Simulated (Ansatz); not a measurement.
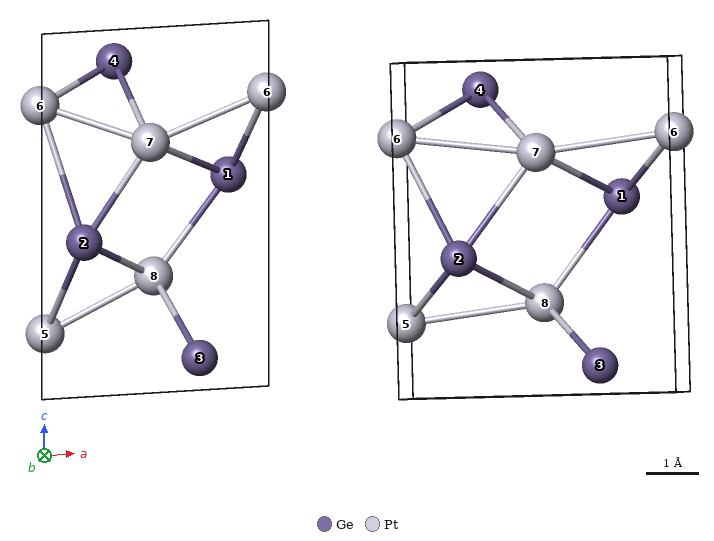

Two geometries of solid GePt (set up in P1), drawn at one scale. One is the start of a relaxation, the other its converged end. The picture is a ball-and-stick view of the cell of the calculation, seen along the b axis.

Level of theory: Ansatz, DFT PBEsol, scalar-relativistic, plane waves, PAW. (plane-wave cutoff 420 eV; k-point mesh 6 × 10 × 6; occupations gaussian; smearing width 0.15 eV; no spin polarisation; cell and atoms relaxed; force threshold 0.01 eV/Å; at most 80 steps)

> Which of the two is the end point?

The right one is the relaxed one. Case: all atoms moved at random, sigma 0.1 Å for each component, cell strained at random, sigma 0.1; relaxed back. The atom that moves furthest relative to the cell is Pt7 (0.35 Å roughly along [1 3 2]). By element the largest moves are Pt 0.35 Å, Ge 0.21 Å. Cell: a 4.448 → 5.376 Å (+20.9 %), b 3.807 → 3.832 Å (+0.7 %), c 7.071 → 6.502 Å (−8.0 %), α 90.4° → 89.9°, β 86.5° → 90.0°, γ 99.0° → 90.0°. Volume +13.5 %. Near-neighbour distances that change, for instance: Ge1–Ge2 2.578 → 3.206 Å, Ge3–Ge4 2.763 → 3.215 Å, Ge3–Pt7 3.056 → 2.612 Å, Ge4–Pt8 3.018 → 2.612 Å. Bond angles that change, for instance: Pt5–Ge2–Pt6 125.6° → 103.5°, Pt7–Ge4–Pt8 124.8° → 103.3°, Pt5–Ge1–Pt6 121.5° → 103.5°. Within 0.06 Å the space group is P1 at the start and Pnma at the end; at a tighter tolerance small leftover displacements or strains of the cell lower it. The energy falls by 792 meV per atom in 11 accepted moves (13 points after the start). Largest force component: 3.4 eV/Å at the start, 0.0048 eV/Å at the end. The pressure goes from 45.35 to 0.01 GPa. The SCF was repeated twice at an unchanged geometry on a basis and grid sized afresh for the cell, which shifted the energy by 26.4 meV per atom at most. The run took 11 min on 2 threads of Intel(R) Xeon(R) 6975P-C (Granite Rapids), with other jobs on the host, peak memory 1.5 GiB.
